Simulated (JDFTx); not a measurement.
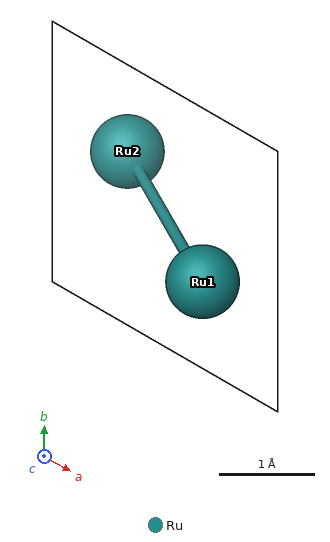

Figure 1. The structure as given in the input (ball-and-stick view of the cell of the calculation, along the c axis; atoms are numbered from 1 in the order of the input).

Run report: Ru, single-point calculation at one volume of an equation of state

System: Ru (2 atoms in the cell).
Method: Kohn-Sham DFT of a periodic cell, PBE, PseudoDojo-SR-PBE-0.5-standard, no spin polarisation (JDFTx 1.7.0 (patched build)).

The structure derives from an entry of the Crystallography Open Database. It belongs to a series of runs on one base structure; here: volume scaled by 1.04.

## Output
```
*************** JDFTx 1.7.0 (patched build) ***************

Input parsed successfully to the following command list (including defaults):
[... the input with its defaults ...]

---------- Setting up symmetries ----------

Found 24 point-group symmetries of the bravais lattice
Found 24 space-group symmetries with basis
Applied RMS atom displacement 2.99097e-10 bohrs to make symmetries exact.

---------- Initializing the Grid ----------
R =
[      5.18051     -2.59025            0  ]
[            0      4.48645            0  ]
[            0            0       8.1981  ]
unit cell volume = 190.541
G =
[    1.21285    0.70024         -0  ]
[          0    1.40048          0  ]
[          0         -0    0.76642  ]
Minimum fftbox size, Smin = [  44  44  68  ]
Chosen fftbox size, S = [  48  48  70  ]

---------- Initializing tighter grid for wavefunction operations ----------
R =
[      5.18051     -2.59025            0  ]
[            0      4.48645            0  ]
[            0            0       8.1981  ]
unit cell volume = 190.541
G =
[    1.21285    0.70024         -0  ]
[          0    1.40048          0  ]
[          0         -0    0.76642  ]
Minimum fftbox size, Smin = [  32  32  48  ]
Chosen fftbox size, S = [  32  32  48  ]

---------- Exchange Correlation functional ----------
Initalized PBE GGA exchange.
Initalized PBE GGA correlation.

---------- Setting up pseudopotentials ----------
Width of ionic core gaussian charges (only for fluid interactions / plotting) set to 0

Reading pseudopotential file 'pseudo/Ru.upf':
  'Ru' pseudopotential, 'PBE' functional
  Generated using ONCVPSP code by D. R. Hamann
  16 valence electrons, 4 orbitals, 6 projectors, 1001 radial grid points, with lMax = 2
    4S    l: 0   occupation:  2.0   eigenvalue: -2.806593
    4P    l: 1   occupation:  6.0   eigenvalue: -1.705763
    4D    l: 2   occupation:  7.0   eigenvalue: -0.191184
    5S    l: 0   occupation:  1.0   eigenvalue: -0.155807
  Core radius for overlap checks: 1.34 bohrs.

Initialized 1 species with 2 total atoms.

Folded 1 k-points by 11x11x6 to 726 k-points.

---------- Setting up k-points, bands, fillings ----------
Reduced to 64 k-points under symmetry.
Computing the number of bands and number of electrons
Calculating initial fillings.
nElectrons:  32.000000   nBands: 23   nStates: 64

----- Setting up reduced wavefunction bases (one per k-point) -----
average nbasis = 2477.172 , ideal nbasis = 2477.173

---------- Setting up ewald sum ----------
Optimum gaussian width for ewald sums = 2.045194 bohr.
Real space sum over 1521 unit cells with max indices [  6  6  4  ]
Reciprocal space sum over 2057 terms with max indices [  5  5  8  ]

---------- Allocating electronic variables ----------
Initializing wave functions:  linear combination of atomic orbitals
Note: number of bands (23) exceeds available atomic orbitals (20)
Ru pseudo-atom occupations:   s ( 2 0 )  p ( 6 )  d ( 8 )
	FillingsUpdate:  mu: +0.807241825  nElectrons: 32.000000
LCAOMinimize: Iter:   0  F: -190.3850316217022964  |grad|_K:  2.252e-03  alpha:  1.000e+00
	FillingsUpdate:  mu: +0.851413668  nElectrons: 32.000000
LCAOMinimize: Iter:   1  F: -190.4465699205724434  |grad|_K:  1.432e-05  alpha:  6.964e-01  linmin:  1.667e-01  cgtest: -7.228e-01
	FillingsUpdate:  mu: +0.851422021  nElectrons: 32.000000
[... 5 lines of inner loops ...]
	FillingsUpdate:  mu: +0.851210768  nElectrons: 32.000000
LCAOMinimize: Iter:   5  F: -190.4465726154491279  |grad|_K:  4.001e-09  alpha:  6.331e-01  linmin: -1.484e-01  cgtest:  8.382e-01
LCAOMinimize: Encountered beta<0, resetting CG.
LCAOMinimize: Converged (|Delta F|<1.000000e-06 for 2 iters).

-------- Electronic minimization -----------
Will mix electronic density at each iteration.
	FillingsUpdate:  mu: +0.851210768  nElectrons: 32.000000
	FillingsUpdate:  mu: +0.844716319  nElectrons: 32.000000
SCF: Cycle:  0   F: -190.508000262525087   dF: -6.143e-02   |Residual|: 9.247e-02   |deigs|: 1.793e-01
	FillingsUpdate:  mu: +0.830549505  nElectrons: 32.000000
SCF: Cycle:  1   F: -190.515531841301907   dF: -7.532e-03   |Residual|: 2.762e-02   |deigs|: 1.661e-02
	FillingsUpdate:  mu: +0.827739496  nElectrons: 32.000000
SCF: Cycle:  2   F: -190.515747186725775   dF: -2.153e-04   |Residual|: 1.173e-02   |deigs|: 3.073e-03
	FillingsUpdate:  mu: +0.828204634  nElectrons: 32.000000
SCF: Cycle:  3   F: -190.515749882296262   dF: -2.696e-06   |Residual|: 2.734e-03   |deigs|: 8.137e-04
	FillingsUpdate:  mu: +0.827859110  nElectrons: 32.000000
SCF: Cycle:  4   F: -190.515756651319236   dF: -6.769e-06   |Residual|: 9.687e-04   |deigs|: 4.215e-04
	FillingsUpdate:  mu: +0.827637278  nElectrons: 32.000000
SCF: Cycle:  5   F: -190.515756889516439   dF: -2.382e-07   |Residual|: 9.013e-04   |deigs|: 2.862e-04
	FillingsUpdate:  mu: +0.827759746  nElectrons: 32.000000
SCF: Cycle:  6   F: -190.515757543911946   dF: -6.544e-07   |Residual|: 8.883e-05   |deigs|: 1.537e-04
	FillingsUpdate:  mu: +0.827752703  nElectrons: 32.000000
SCF: Cycle:  7   F: -190.515757559428181   dF: -1.552e-08   |Residual|: 3.926e-05   |deigs|: 1.066e-05
	FillingsUpdate:  mu: +0.827759408  nElectrons: 32.000000
SCF: Cycle:  8   F: -190.515757563932965   dF: -4.505e-09   |Residual|: 2.208e-05   |deigs|: 9.736e-06
	FillingsUpdate:  mu: +0.827757489  nElectrons: 32.000000
SCF: Cycle:  9   F: -190.515757564896006   dF: -9.630e-10   |Residual|: 1.373e-05   |deigs|: 6.067e-06
	FillingsUpdate:  mu: +0.827754199  nElectrons: 32.000000
SCF: Cycle: 10   F: -190.515757565099591   dF: -2.036e-10   |Residual|: 8.355e-06   |deigs|: 6.826e-06
SCF: Converged (|Delta E|<1.000000e-09 for 2 iters).

Setting wave functions to eigenvectors of Hamiltonian

# Stress tensor in Cartesian coordinates [Eh/a0^3]:
[  0.000224834            0            0  ]
[            0  0.000224834            0  ]
[            0            0  0.000250971  ]

# Ionic positions in lattice coordinates:
ion Ru   0.666666666666667   0.333333333333333   0.750000000000000 1
ion Ru   0.333333333333333   0.666666666666667   0.250000000000000 1

# Forces in Cartesian coordinates:
force Ru   0.000000000000000  -0.000000000000000  -0.000000000000000 1
force Ru   0.000000000000000   0.000000000000000  -0.000000000000000 1

# Energy components:
   Eewald =     -161.8621964347702544
       EH =       29.3091780419077494
     Eloc =     -116.1781251738750171
      Enl =       15.5711558188931161
      Exc =      -34.1013314259318250
 Exc_core =       11.6458410129046950
       KE =       65.1003736372722841
-------------------------------------
     Etot =     -190.5151045235992342
       TS =        0.0006530415003434
-------------------------------------
        F =     -190.5157575650995909

IonicMinimize: Iter:   0  F: -190.515757565099591  |grad|_K:       -nan
IonicMinimize: None of the convergence criteria satisfied after 0 iterations.

#--- Lowdin population analysis ---
# oxidation-state Ru +0.093 +0.093

Dumping 'run.eigStats' ...
	eMin: -1.855331 at state 0 ( [ +0.000000 +0.000000 +0.000000 ] spin 0 )
	HOMO: +0.827055 at state 12 ( [ +0.000000 +0.272727 +0.000000 ] spin 0 )
	mu  : +0.827754
	LUMO: +0.827909 at state 18 ( [ +0.000000 +0.363636 +0.333333 ] spin 0 )
	eMax: +1.508781 at state 4 ( [ +0.000000 +0.090909 +0.000000 ] spin 0 )
	HOMO-LUMO gap: +0.000854
	Optical gap  : +0.002430 at state 18 ( [ +0.000000 +0.363636 +0.333333 ] spin 0 )
Done!
```

This output came from the following input.

## Input
```
lattice \
    5.1805078874    -2.5902539436     0.0000000000 \
    0.0000000000     4.4864514350     0.0000000000 \
    0.0000000000     0.0000000000     8.1980991657
coords-type Lattice
ion Ru     0.6666666667     0.3333333333     0.7500000000 1
ion Ru     0.3333333333     0.6666666667     0.2500000000 1

ion-species pseudo/Ru.upf
elec-cutoff 42 336
elec-ex-corr gga-PBE
kpoint-folding 11 11 6
elec-smearing Fermi 0.0018374661
elec-n-bands 23
electronic-SCF nIterations 100 energyDiffThreshold 1e-09
electronic-minimize nIterations 30 energyDiffThreshold 1e-7
forces-output-coords Cartesian

dump-name run.$VAR
dump End Ecomponents EigStats BandEigs Kpoints Forces Stress ElecDensity Dtot KEdensity
```

Run as:
```bash
jdftx -c 1 -i Ru.in -o Ru.out
```

## Key numbers

- outcome: converged
- space group (tolerance 0.01 Å): P6₃/mmc (194)
- electrons treated: 32
- free energy: −5184.1979 eV
- Fermi energy: 22.524 eV
- gap on the k-point mesh: none (metallic)
- pressure: −6.87 GPa
- largest force (length of the vector): under 0.001 eV/Å
- hardware: 1 thread of Intel Xeon (Sapphire Rapids), 64 GiB of memory available, shared host
- wall time: 63 s
- peak memory: 0.22 GiB

## Remarks

The cell is under a tension of 6.9 GPa at this level, so it is not at its equilibrium volume.
